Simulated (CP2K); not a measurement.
# Mg: 6 runs along one coordinate

System: Mg (1 atom in the cell).
Method: Kohn-Sham DFT of a periodic cell, PBE, GTH-PBE with UZH-TZVP basis, no spin polarisation (CP2K 2026.2).

The 6 runs differ only in the geometry, by an even scaling of the cell at fixed fractional positions. The structure derives from a Materials Project entry.

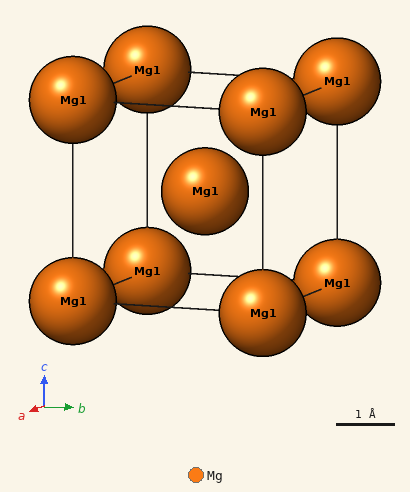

Figure 1. The structure of run 4 (spheres-only view of the cell 2 times as large as that of the calculation, set on its symmetry axes, seen slightly off an axis; atoms are numbered from 1 in the order of the input).

## Input of run 4
```
&GLOBAL
  PROJECT mg_eos
  RUN_TYPE ENERGY_FORCE
  PRINT_LEVEL LOW
&END GLOBAL
&FORCE_EVAL
  METHOD QS
  STRESS_TENSOR ANALYTICAL
  &DFT
    BASIS_SET_FILE_NAME BASIS_MOLOPT_UZH
    POTENTIAL_FILE_NAME POTENTIAL_UZH
    WFN_RESTART_FILE_NAME previous-RESTART.kp
    &MGRID
      CUTOFF 1400
      REL_CUTOFF 60
      NGRIDS 5
    &END MGRID
    &QS
      METHOD GPW
      EPS_DEFAULT 1.0E-10
    &END QS
    &KPOINTS
      SCHEME MONKHORST-PACK 11 11 11
      GAMMA_CENTERED T
      SYMMETRY T
      SYMMETRY_BACKEND SPGLIB
    &END KPOINTS
    &SCF
      SCF_GUESS RESTART
      EPS_SCF 1.0E-6
      MAX_SCF 100
      ADDED_MOS 5
      CHOLESKY OFF
      EPS_EIGVAL 1.0E-7
      &DIAGONALIZATION ON
        ALGORITHM STANDARD
      &END DIAGONALIZATION
      &MIXING ON
        METHOD BROYDEN_MIXING
        ALPHA 0.4
        BETA 1.5
        NBUFFER 8
      &END MIXING
      &SMEAR ON
        METHOD FERMI_DIRAC
        ELECTRONIC_TEMPERATURE [K] 580.226
      &END SMEAR
    &END SCF
    &XC
      &XC_FUNCTIONAL PBE
      &END XC_FUNCTIONAL
    &END XC
    &PRINT
      &KPOINTS ON
      &END KPOINTS
      &MULLIKEN ON
      &END MULLIKEN
      &MO ON
        ENERGIES T
        OCCUPATION_NUMBERS T
        &EACH
          QS_SCF 0
        &END EACH
        ADD_LAST NUMERIC
      &END MO
    &END PRINT
  &END DFT
  &SUBSYS
    &CELL
      ABC 3.0908533282 3.0908533283 3.0908533282
      ALPHA_BETA_GAMMA 109.4712206334 109.4712206358 109.4712206352
      PERIODIC XYZ
    &END CELL
    &COORD
      SCALED
      Mg  0.0000000000 0.0000000000 0.0000000000
    &END COORD
    &KIND Mg
      BASIS_SET TZVP-MOLOPT-PBE-GTH-q10
      POTENTIAL GTH-PBE-q10
    &END KIND
    &PRINT
      &ATOMIC_COORDINATES ON
      &END ATOMIC_COORDINATES
      &CELL ON
      &END CELL
      &SYMMETRY ON
      &END SYMMETRY
    &END PRINT
  &END SUBSYS
  &PRINT
    &FORCES ON
    &END FORCES
    &STRESS_TENSOR ON
    &END STRESS_TENSOR
  &END PRINT
&END FORCE_EVAL
```

Command:
```bash
OMP_NUM_THREADS=1 cp2k.psmp -i mg_eos.inp -o mg_eos.out
```

Lattice vectors (Å) and fractional positions of run 4:
```
   3.090853    0.000000    0.000000
  -1.030284    2.914084    0.000000
  -1.030284   -1.457042    2.523671
Mg  0.000000  0.000000  0.000000
```

Run 3 has the same physical settings and fractional positions; its lattice vectors (Å) are:
```
   3.049910    0.000000    0.000000
  -1.016637    2.875483    0.000000
  -1.016637   -1.437741    2.490241
```

## Results, with one run withheld

| run | volume per atom (Å³) | free energy per atom, from the lowest run given (meV) | pressure (GPa) |
| --- | --- | --- | --- |
| 1 | 20.948 | 36.42 | 4.95 |
| 2 | 21.394 | 24.14 | 3.89 |
| 3 | 21.839 | ? | ? |
| 4 | 22.731 | 3.11 | 1.27 |
| 5 | 23.176 | 0.59 | 0.55 |
| 6 | 23.622 | 0.00 | −0.10 |

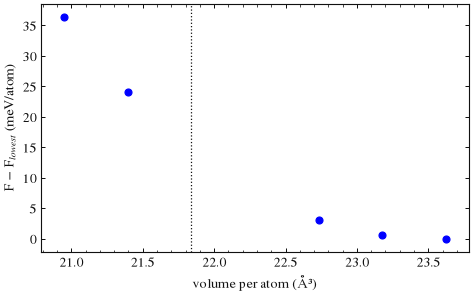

Figure 2. Free energy per atom of the runs given; the dotted line marks run 3.

Estimate the energy of run 3 from the others.

A cubic polynomial in V^(−2/3) (the Birch–Murnaghan form), fitted to the 5 runs given, misses them by under 0.01 meV per atom. With x = V^(−2/3) − 0.12609 Å⁻², it reads F = 7.1078 + 3272.3 x + 3.7413e+05 x² − 2.2713e+05 x³ (meV per atom). At run 3 it gives 14.68 meV per atom, and the run itself gives 14.66. The slope of the fit gives a pressure −dF/dV of 2.94 GPa there, and the run prints 2.94 GPa. The fit has its minimum at 23.544 Å³ per atom, where V d²F/dV² gives 33.8 GPa: the bulk modulus at this level, since symmetry fixes the shape and the positions.

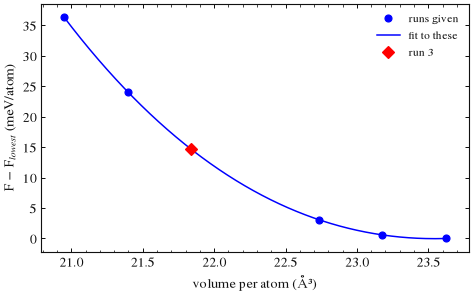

Figure 3. The fit and the withheld run.

## Some lines of the output (run 3)
```
[...]
 CELL| Volume [angstrom^3]:                                            21.839325
 CELL_REF| Volume [angstrom^3]:                                        21.839325
                        Smear method:                                FERMI_DIRAC
  Step     Update method      Time    Convergence         Total energy    Change
  Fermi energy:                                                 0.20805482746359
  Total energy:                                               -63.32099634049428
  Total energy (extrapolated to T->0):                        -63.32095406977885
 MO| E(Fermi):            0.208055 a.u.          5.661460 eV
 MO| Band gap:            0.089171 a.u.          2.426453 eV
 MO| Band gap:            0.088667 a.u.          2.412750 eV
 MO| Band gap:            0.167171 a.u.          4.548953 eV
 MO| Band gap:            0.174208 a.u.          4.740437 eV
```
